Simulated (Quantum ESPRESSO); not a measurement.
System: ZrSe₂ (space group P-3m1).

Method: plane-wave DFT, no spin polarisation; energies at scaled volumes of the given cell, shape and fractions fixed, counted from the fit's minimum, third-order Birch-Murnaghan fit (Quantum ESPRESSO 7.5). All runs: no spin polarisation.

- k mesh: 8×8×5
- occupations: Fermi–Dirac
- smearing width: 0.05 eV

Settings that differ: PBEsol: density cutoff 4680 eV, wave cutoff 1170 eV, potentials PseudoDojo-0.4.1-SR-PBEsol-standard; PBE: density cutoff 5990 eV, wave cutoff 748 eV, potentials SSSP-1.3-efficiency-PBE.

What does the calculation give for the pressure against volume, with one curve for each functional? The cases: PBEsol; PBE.

The fitted equilibrium volumes, smallest first, are PBEsol 25.403, PBE 26.418 Å³/atom. The fitted bulk moduli, smallest first, are PBE 74.9, PBEsol 81.4 GPa. For PBEsol, the pressure falls from 4.20 GPa at volume 24.24 Å³/atom to −5.13 GPa at 27.33 Å³/atom, and changes sign near 25.41 Å³/atom. For PBE, the pressure falls from 7.68 GPa at volume 24.24 Å³/atom to −2.39 GPa at 27.33 Å³/atom, and changes sign near 26.42 Å³/atom.

PBEsol:
```tsv
volume (Å³/atom)	pressure (GPa)
24.24	4.20
24.75	2.22
25.27	0.43
25.78	-1.18
26.30	-2.64
26.82	-3.95
27.33	-5.13
```

PBE:
```tsv
volume (Å³/atom)	pressure (GPa)
24.24	7.68
24.75	5.56
25.27	3.64
25.78	1.90
26.30	0.32
26.82	-1.10
27.33	-2.39
```

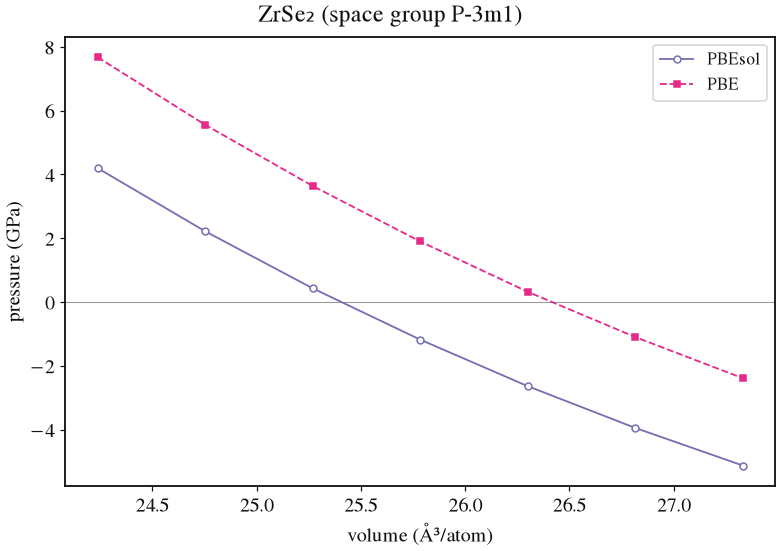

Limits of the calculation: shape and atomic fractions are frozen while scaling, which makes layered, chain and framework solids too stiff.
